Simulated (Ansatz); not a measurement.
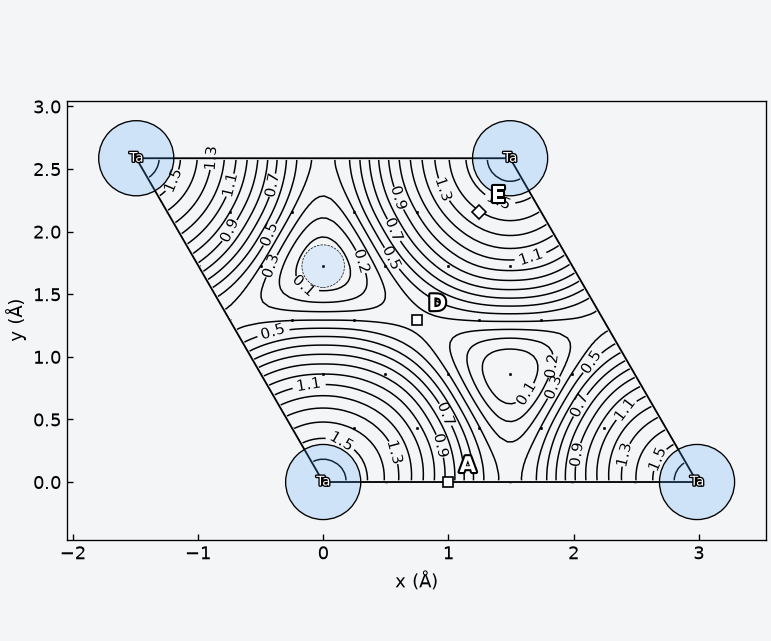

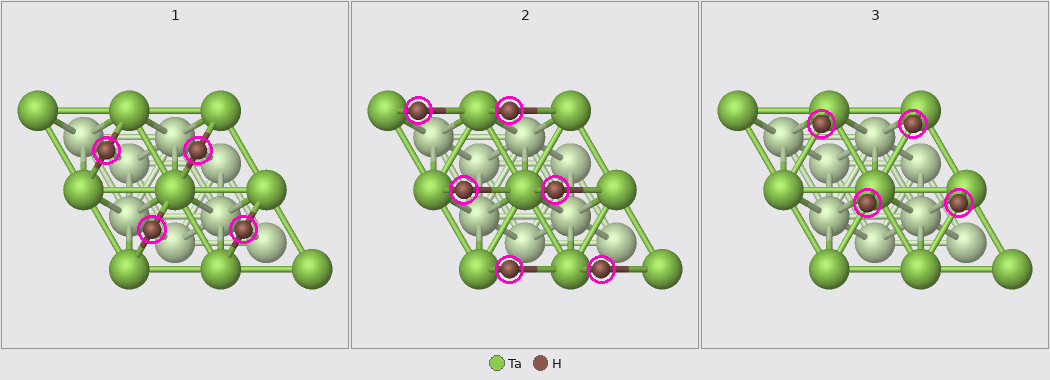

H on a Ta(111) slab cut from the Fm-3m phase, its upper half relaxed before the scan (3 atoms of substrate and one adsorbate in a 1 × 1 cell). 
- H is moved over the surface cell; relaxed at each place: the height of the adsorbate's atoms; substrate rigid; the origin of the map has the adsorbate above Ta3.
- Places are given modulo a cell vector. The map is drawn in real space over the plane of the surface.
- The scan uses a 6 × 6 grid; 10 points were computed and 26 follow by symmetry.
- All energies are given in eV relative to the lowest grid point.
- With one adsorbate in each 1 × 1 cell, its nearest image is 3.0 Å away, so neighbouring adsorbates interact.
- The calculation used DFT PBE, scalar-relativistic, plane waves, PAW in Ansatz 0.2.0. Settings: cutoff 420 eV, k-mesh 9×9×1, gaussian smearing 0.1 eV, no spin polarisation.

Drawn: contour lines labelled in eV, dots at the grid points, labelled circles for the atoms of the top layer and small ones for the second layer, the outline of one cell of the plane, lettered points. Between grid points the surface is interpolated. The numbered pictures are the structures at these points, in random order. Rings mark the moved atoms.

### Which structure belongs to which point?

A is structure 2: (2/6, 0/6) of the cell vectors [nearest 1 Ta at 1.81 Å], 0.87 eV; D is structure 1: a bridge site between two Ta atoms, (3/6, 3/6) of the cell vectors, 0.37 eV; E is structure 3: (5/6, 5/6) of the cell vectors [nearest 1 Ta at 1.80 Å], 1.39 eV.
